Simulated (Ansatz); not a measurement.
**HW12S23 (cell charge +1, with a compensating background) (cell with a defect): density, localisation and related maps**

```
W H S
1.0
     6.36000    0.00000    0.00000
    -4.77000    8.26188    0.00000
     0.00000    0.00000   12.50000
W H S
12 1 23
Direct
  0.16678 0.22237 0.24950
  0.16674 0.55563 0.24977
  0.16675 0.88902 0.24983
  0.66673 0.22232 0.24967
  0.66670 0.55564 0.24972
  0.66680 0.88905 0.24983
  0.32964 0.11205 0.74837
  0.32954 0.44035 0.74967
  0.33451 0.77878 0.74444
  0.83935 0.11278 0.74823
  0.83119 0.44111 0.74843
  0.83491 0.78047 0.74641
  0.16688 0.22286 0.66975
  0.16419 0.54928 0.62254
  0.16612 0.89326 0.62068
  0.66596 0.22168 0.62283
  0.66089 0.55086 0.62348
  0.67450 0.89411 0.62060
  0.33341 0.11107 0.12431
  0.33349 0.44470 0.12426
  0.33347 0.77794 0.12445
  0.83320 0.11109 0.12430
  0.83349 0.44462 0.12430
  0.83341 0.77790 0.12439
  0.16605 0.22116 0.87629
  0.17036 0.55715 0.87275
  0.17030 0.89056 0.87209
  0.66304 0.21729 0.87382
  0.66497 0.55649 0.87299
  0.66611 0.89103 0.87204
  0.33333 0.11145 0.37502
  0.33323 0.44428 0.37500
  0.33342 0.77787 0.37515
  0.83388 0.11150 0.37502
  0.83333 0.44446 0.37502
  0.83332 0.77780 0.37507
```

These are results of DFT, PBE, plane-wave PAW, default files, scalar-relativistic in Ansatz, not measurements.

In a PAW calculation such maps are meaningful between the atoms, not at the nuclei.

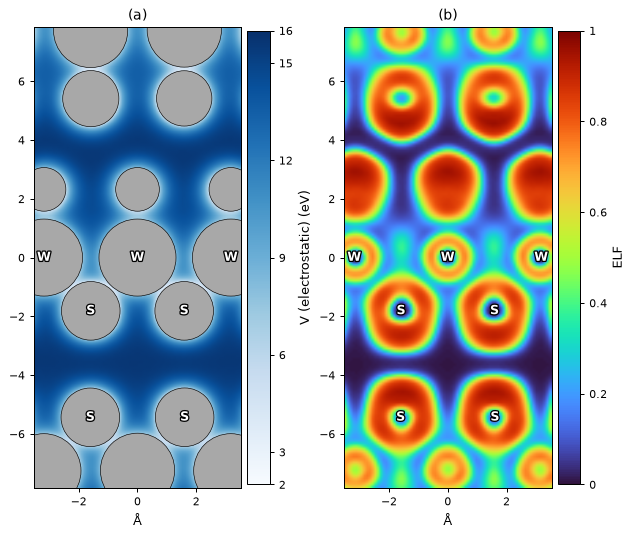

Figure 1. (a) electrostatic potential energy of an electron; (b) ELF on the (011) plane of the calculation cell. Grey discs cover the atomic cores in the potential map.

### What does the map show?

- The plane passes through W and S nuclei.
- Atoms just off the plane (W, 0.3 Å away and S, 0.3 Å away) can leave unmarked features too.
- The features right at W lie inside the PAW spheres, where the map follows smoothed inner orbitals and isn't to be read closely.
- Outside the cores the potential energy rises away from the atoms and is highest about 2.2 Å from the nearest atoms; its zero is arbitrary.

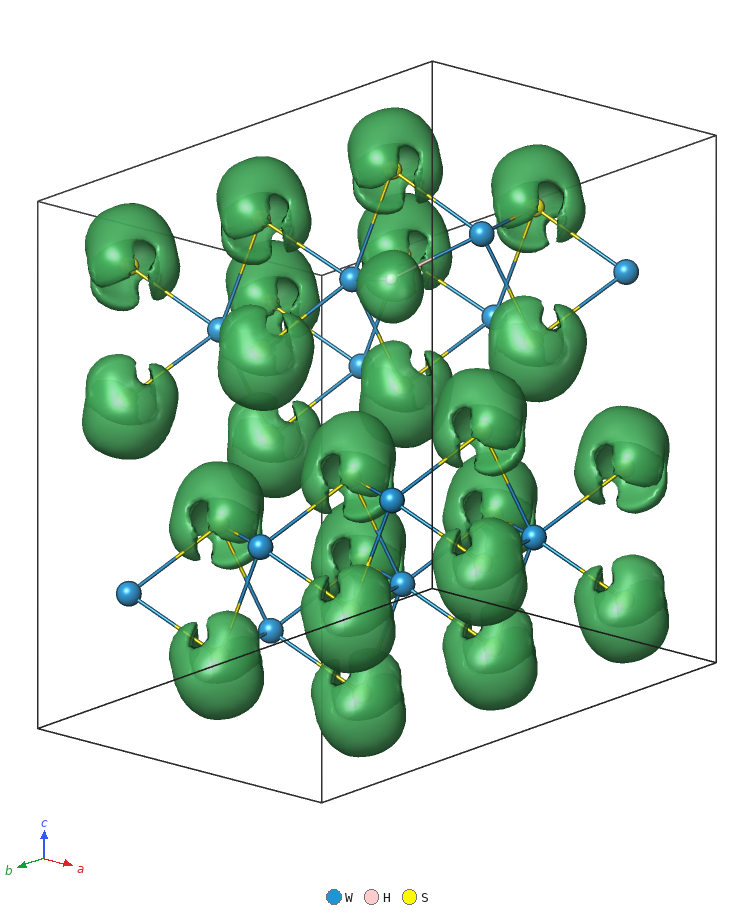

Figure 2. Isosurface of the ELF at 0.8 (green), seen at an oblique angle. Core shells and regions of very low density are left out. Sticks mark near contacts.

### What do the ELF domains correspond to?

The ELF exceeds this value in one region around a hydrogen nucleus and 23 regions wrapped around S (the valence shell of each), counted in one cell of 36 atoms. Regions shared between cells count once.


W–H (2.05 Å): the ELF climbs to about 1 towards the hydrogen. W–S (2.40 Å): the ELF peaks at about 0.85 in the valence shell of S, 0.8 Å from its nucleus, and is about 0.50 at the midpoint.
